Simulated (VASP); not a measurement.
# From one sheet to two: 2H-MoS2 monolayer, part 5 of 9

Aim: relax 2H-MoS2 monolayer, place its levels against the vacuum, then find how two sheets stack and bind.

VASP 6.6.1, plane waves and PAW; the level of theory is named at each step.

So far. Step 6 (The slab in a field, field 0.1): Energy at zero smearing: -44.39623 eV.

## (7) With spin-orbit coupling

This step: r2SCAN with rVV10, spin-orbit coupling, no spin polarisation; plane waves and PAW (Mo, S) (VASP 6.6.1).

For heavy elements spin-orbit coupling shifts the highest filled levels.

File INCAR:

```
SYSTEM = MoS2
PREC = Normal
ENCUT = 350
EDIFF = 1E-06
NELM = 120
ISMEAR = 0
SIGMA = 0.03
LREAL = .FALSE.
ALGO = Normal
METAGGA = R2SCAN
LUSE_VDW = .TRUE.
IVDW_NL = 2
BPARAM = 11.95
CPARAM = 0.0093
LASPH = .TRUE.
LNONCOLLINEAR = .TRUE.
MAGMOM = 0 0 0 0 0 0 0 0 0
NBANDS = 30
GGA_COMPAT = .FALSE.
LSORBIT = .TRUE.
LMAXMIX = 4
LWAVE = .FALSE.
LCHARG = .FALSE.
KPAR = 4
IDIPOL = 3
LDIPOL = .TRUE.
DIPOL = 0.5 0.5 0.5
```

File POSCAR:

```
MoS2
1.0
    3.1738069310      0.0000000000      0.0000000000
   -1.5869034655      2.7485974289      0.0000000000
    0.0000000000      0.0000000000     22.0000000000
Mo S
1 2
Direct
    0.3333333333      0.6666666667      0.5000000000
    0.6666666667      0.3333333333      0.4291524294
    0.6666666667      0.3333333333      0.5708475706
```

File KPOINTS:

```
Automatic mesh
0
Gamma
12 12 1
0 0 0
```

File KPOINTS_OPT:

```
Line mode
14
Line-mode
Reciprocal
  0.00000000   0.00000000   0.00000000 GAMMA
  0.50000000   0.00000000   0.00000000 M

  0.50000000   0.00000000   0.00000000 M
  0.33333333   0.33333333   0.00000000 K

  0.33333333   0.33333333   0.00000000 K
  0.00000000   0.00000000   0.00000000 GAMMA
```

The projector-augmented-wave data sets are Mo and S (PBE family, release 64).

On the command line:

```bash
mpirun -np 4 vasp_ncl
```

What it wrote:

```text
[... set-up lines as in an earlier step ...]
 entering main loop
       N       E                     dE             d eps       ncg     rms          rms(c)
Total rVV10 correction in eV:      0.5468296    24.2361291
Total rVV10 correction in eV:      0.5468296    24.2361291
Total rVV10 correction in eV:      0.5468296    24.2361291
Total rVV10 correction in eV:      0.5468296    24.2361291
DAV:   1     0.920237133949E+02    0.92024E+02   -0.50998E+03  1868   0.657E+02
DAV:   2    -0.340747181454E+02   -0.12610E+03   -0.11942E+03  2792   0.172E+02
DAV:   3    -0.485630236312E+02   -0.14488E+02   -0.14309E+02  2484   0.664E+01
DAV:   4    -0.488877984230E+02   -0.32477E+00   -0.32350E+00  2284   0.118E+01
DAV:   5    -0.488966965453E+02   -0.88981E-02   -0.88956E-02  2426   0.192E+00    0.265E+01
Total rVV10 correction in eV:      0.5470908    24.2372296
Total rVV10 correction in eV:      0.5470908    24.2372296
Total rVV10 correction in eV:      0.5470908    24.2372296
Total rVV10 correction in eV:      0.5470908    24.2372296
DAV:   6    -0.447934953515E+02    0.41032E+01   -0.63801E+00  2244   0.199E+01    0.106E+01
Total rVV10 correction in eV:      0.5416063    24.2386117
Total rVV10 correction in eV:      0.5416063    24.2386117
Total rVV10 correction in eV:      0.5416063    24.2386117
Total rVV10 correction in eV:      0.5416063    24.2386117
DAV:   7    -0.445714363024E+02    0.22206E+00   -0.24729E+00  2320   0.159E+01    0.795E+00
Total rVV10 correction in eV:      0.5431752    24.2381086
Total rVV10 correction in eV:      0.5431752    24.2381086
Total rVV10 correction in eV:      0.5431752    24.2381086
Total rVV10 correction in eV:      0.5431752    24.2381086
DAV:   8    -0.443969081627E+02    0.17453E+00   -0.30834E-01  2284   0.542E+00    0.933E-01
Total rVV10 correction in eV:      0.5445628    24.2381516
Total rVV10 correction in eV:      0.5445628    24.2381516
Total rVV10 correction in eV:      0.5445628    24.2381516
Total rVV10 correction in eV:      0.5445628    24.2381516
DAV:   9    -0.444071561289E+02   -0.10248E-01   -0.41859E-02  2166   0.157E+00    0.367E-01
Total rVV10 correction in eV:      0.5454837    24.2381244
Total rVV10 correction in eV:      0.5454837    24.2381244
Total rVV10 correction in eV:      0.5454837    24.2381244
Total rVV10 correction in eV:      0.5454837    24.2381244
DAV:  10    -0.444068325557E+02    0.32357E-03   -0.12109E-03  2368   0.263E-01    0.201E-01
Total rVV10 correction in eV:      0.5467950    24.2380287
Total rVV10 correction in eV:      0.5467950    24.2380287
Total rVV10 correction in eV:      0.5467950    24.2380287
Total rVV10 correction in eV:      0.5467950    24.2380287
DAV:  11    -0.444072291609E+02   -0.39661E-03   -0.11320E-03  2048   0.221E-01    0.136E-01
Total rVV10 correction in eV:      0.5474629    24.2378745
Total rVV10 correction in eV:      0.5474629    24.2378745
Total rVV10 correction in eV:      0.5474629    24.2378745
Total rVV10 correction in eV:      0.5474629    24.2378745
DAV:  12    -0.444075096306E+02   -0.28047E-03   -0.25654E-04  2298   0.117E-01    0.746E-02
Total rVV10 correction in eV:      0.5479644    24.2377119
Total rVV10 correction in eV:      0.5479644    24.2377119
Total rVV10 correction in eV:      0.5479644    24.2377119
Total rVV10 correction in eV:      0.5479644    24.2377119
DAV:  13    -0.444077539343E+02   -0.24430E-03   -0.94837E-05  2058   0.563E-02    0.560E-02
Total rVV10 correction in eV:      0.5491899    24.2372792
Total rVV10 correction in eV:      0.5491899    24.2372792
Total rVV10 correction in eV:      0.5491899    24.2372792
Total rVV10 correction in eV:      0.5491899    24.2372792
DAV:  14    -0.444084826072E+02   -0.72867E-03   -0.43192E-04  2016   0.124E-01    0.338E-02
Total rVV10 correction in eV:      0.5494122    24.2370915
Total rVV10 correction in eV:      0.5494122    24.2370915
Total rVV10 correction in eV:      0.5494122    24.2370915
Total rVV10 correction in eV:      0.5494122    24.2370915
DAV:  15    -0.444088080866E+02   -0.32548E-03   -0.25475E-05  2250   0.433E-02    0.167E-02
Total rVV10 correction in eV:      0.5498107    24.2366655
Total rVV10 correction in eV:      0.5498107    24.2366655
Total rVV10 correction in eV:      0.5498107    24.2366655
Total rVV10 correction in eV:      0.5498107    24.2366655
DAV:  16    -0.444095773728E+02   -0.76929E-03   -0.99203E-05  2272   0.651E-02    0.168E-02
Total rVV10 correction in eV:      0.5499182    24.2364830
Total rVV10 correction in eV:      0.5499182    24.2364830
Total rVV10 correction in eV:      0.5499182    24.2364830
Total rVV10 correction in eV:      0.5499182    24.2364830
DAV:  17    -0.444098002141E+02   -0.22284E-03   -0.53777E-05  2320   0.548E-02    0.739E-03
Total rVV10 correction in eV:      0.5498607    24.2363032
Total rVV10 correction in eV:      0.5498607    24.2363032
Total rVV10 correction in eV:      0.5498607    24.2363032
Total rVV10 correction in eV:      0.5498607    24.2363032
DAV:  18    -0.444099582960E+02   -0.15808E-03   -0.30868E-05  2248   0.469E-02    0.732E-03
Total rVV10 correction in eV:      0.5498019    24.2361965
Total rVV10 correction in eV:      0.5498019    24.2361965
Total rVV10 correction in eV:      0.5498019    24.2361965
Total rVV10 correction in eV:      0.5498019    24.2361965
DAV:  19    -0.444100179430E+02   -0.59647E-04   -0.27390E-05  2214   0.560E-02    0.198E-03
Total rVV10 correction in eV:      0.5497824    24.2361652
Total rVV10 correction in eV:      0.5497824    24.2361652
Total rVV10 correction in eV:      0.5497824    24.2361652
Total rVV10 correction in eV:      0.5497824    24.2361652
DAV:  20    -0.444100367774E+02   -0.18834E-04   -0.11608E-05  2094   0.412E-02    0.227E-03
Total rVV10 correction in eV:      0.5497670    24.2361347
Total rVV10 correction in eV:      0.5497670    24.2361347
Total rVV10 correction in eV:      0.5497670    24.2361347
Total rVV10 correction in eV:      0.5497670    24.2361347
DAV:  21    -0.444100424633E+02   -0.56859E-05   -0.10289E-05  2092   0.364E-02    0.664E-04
Total rVV10 correction in eV:      0.5497603    24.2361221
Total rVV10 correction in eV:      0.5497603    24.2361221
Total rVV10 correction in eV:      0.5497603    24.2361221
Total rVV10 correction in eV:      0.5497603    24.2361221
DAV:  22    -0.444100478215E+02   -0.53582E-05   -0.20885E-05  2124   0.487E-02    0.877E-04
Total rVV10 correction in eV:      0.5497599    24.2361209
Total rVV10 correction in eV:      0.5497599    24.2361209
Total rVV10 correction in eV:      0.5497599    24.2361209
Total rVV10 correction in eV:      0.5497599    24.2361209
DAV:  23    -0.444100481691E+02   -0.34755E-06   -0.72204E-06  1968   0.313E-02
Total rVV10 correction in eV:      0.5497593    24.2361210
Total rVV10 correction in eV:      0.5497593    24.2361210
Total rVV10 correction in eV:      0.5497593    24.2361210
Total rVV10 correction in eV:      0.5497593    24.2361210
Total rVV10 correction in eV:      0.5497600    24.2361209
Total rVV10 correction in eV:      0.5497600    24.2361209
Total rVV10 correction in eV:      0.5497600    24.2361209
Total rVV10 correction in eV:      0.5497600    24.2361209
   1 F= -.44410048E+02 E0= -.44410048E+02  d E =-.121774E-18  mag=     0.0000    -0.0000     0.0000
 Start KPOINTS_OPT (optional k-point list driver)
k-point batch [1-31\42]
       N       E                     dE             ncg
DAV:   1    -0.320006986575E+03   -0.13646E+05     1900
DAV:   2    -0.426150190127E+04   -0.39415E+04     2826
DAV:   3    -0.464730381639E+04   -0.38580E+03     2372
DAV:   4    -0.465472846822E+04   -0.74247E+01     2308
DAV:   5    -0.465490592422E+04   -0.17746E+00     2314
DAV:   6    -0.465491263399E+04   -0.67098E-02     2418
DAV:   7    -0.465491289906E+04   -0.26507E-03     2386
DAV:   8    -0.465491291114E+04   -0.12080E-04     2280
DAV:   9    -0.465491291174E+04   -0.60359E-06     1524
k-point batch [32-42\42]
       N       E                     dE             ncg
DAV:   1     0.113366675414E+05   -0.24528E+04      660
DAV:   2     0.100577983433E+05   -0.12789E+04      990
DAV:   3     0.989800079403E+04   -0.15980E+03      888
DAV:   4     0.989421270627E+04   -0.37881E+01      784
DAV:   5     0.989410534440E+04   -0.10736E+00      818
DAV:   6     0.989410085807E+04   -0.44863E-02      868
DAV:   7     0.989410074899E+04   -0.10909E-03      834
DAV:   8     0.989410074456E+04   -0.44281E-05      760
DAV:   9     0.989410074433E+04   -0.22347E-06      582
```

Elapsed: 7 min, on 4 MPI ranks of AMD EPYC 7R43, shared host; peak memory 2.1 GiB.

OUTCAR, selected parts (step 7):

```text
   k-points           NKPTS =     31   k-points in BZ     NKDIM =     31   number of bands    NBANDS=     30

   NELECT =      18.0000    total number of electrons

 dipolmoment           0.000000      0.000000     -0.000000 electrons x Angstroem

 E-fermi :  -2.8110

 k-point     1 :       0.0000    0.0000    0.0000
  band No.  band energies     occupation
    ...
     14      -4.6849      1.00000
     15      -4.6010      1.00000
     16      -4.6010      1.00000
     17      -3.0546      1.00000
     18      -3.0546      1.00000
     19      -0.1010      0.00000
     20      -0.1010      0.00000
     21      -0.0225      0.00000
     22      -0.0225      0.00000
     23       0.1757      0.00000
    ...

  Total       -0.0130876     -0.0130876     -0.0241739      0.0000000      0.0000000     -0.0000000
  in kB       -0.1092587     -0.1092587     -0.2018105      0.0000000      0.0000000     -0.0000000
  external PRESSURE =      -0.1401093 kB  Pullay stress =       0.0000000 kB

 POSITION                                       TOTAL-FORCE (eV/Angst)
 -----------------------------------------------------------------------------------
     -0.00000      1.83240     11.00000        -0.000000      0.000000      0.000000
      1.58690      0.91620      9.44135        -0.000000     -0.000000     -0.009603
      1.58690      0.91620     12.55865         0.000000     -0.000000      0.009603
 -----------------------------------------------------------------------------------
    total drift:                               -0.000002      0.000001      0.000000

  FREE ENERGIE OF THE ION-ELECTRON SYSTEM (eV)
  ---------------------------------------------------
  free  energy   TOTEN  =       -44.4100481691 eV

  energy  without entropy=      -44.4100481691  energy(sigma->0) =      -44.41004817

 vacuum level on the upper side and lower side of the slab         3.104         3.104

 Spin-Orbit-Coupling matrix elements
 Ion:    1  E_soc:     -0.0259280
 Ion:    2  E_soc:     -0.0021008
 Ion:    3  E_soc:     -0.0021008

[... 6 parts as in an earlier step ...]

[... 9 further parts left out ...]
```

Numbers from this step:

* free energy (TOTEN): -44.41 eV
* Fermi energy: -2.811 eV
* least gap on mesh and path: 1.726 eV
* least direct gap on mesh and path: 1.726 eV
* dipole moment: 0, 0, 0 e·Å

On-site spin-orbit energy by atom:

```tsv
atom	on-site spin-orbit energy (eV)
Mo1	-0.0259
S2	-0.0021
S3	-0.0021
```

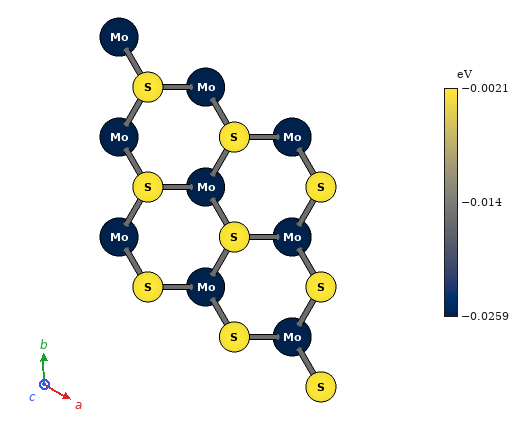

Atoms coloured by on-site spin-orbit energy. 3×3×1 cells are drawn.

The electronic bands at the labelled points (eV, zero at the valence-band top; v1 is the highest filled band, c1 the lowest empty one):

```tsv
point	v4	v3	v2	v1	c1	c2	c3	c4
Γ	-1.61	-1.61	-0.07	-0.07	2.89	2.89	2.96	2.96
M	-1.11	-1.11	-0.73	-0.73	2.30	2.30	2.85	2.85
K	-2.37	-2.35	-0.15	0.00	1.73	1.73	3.19	3.22
Γ	-1.61	-1.61	-0.07	-0.07	2.89	2.89	2.96	2.96
```

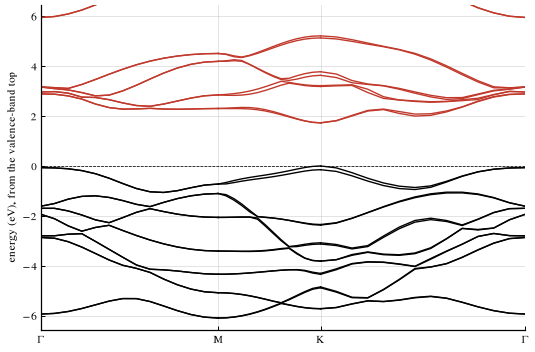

Electronic bands along the path; lines of filled and empty bands in two colours.

(Part 5 of 9 ends here.)

[Lines on the potential files, build, host, timing and source positions are cut from VASP's logs without a mark.]

[Logs are printed without paths, hosts, clocks, repeated set-up lines and the standing remarks that a program may print on its own settings, such as how far it seeks lower states.]

[Hosts, paths, dates, database ids (printed as entryN), source tags and the programs' standing remarks are cut or masked in the printed files.]

[Runs that stopped without an error message from VASP are left out.]
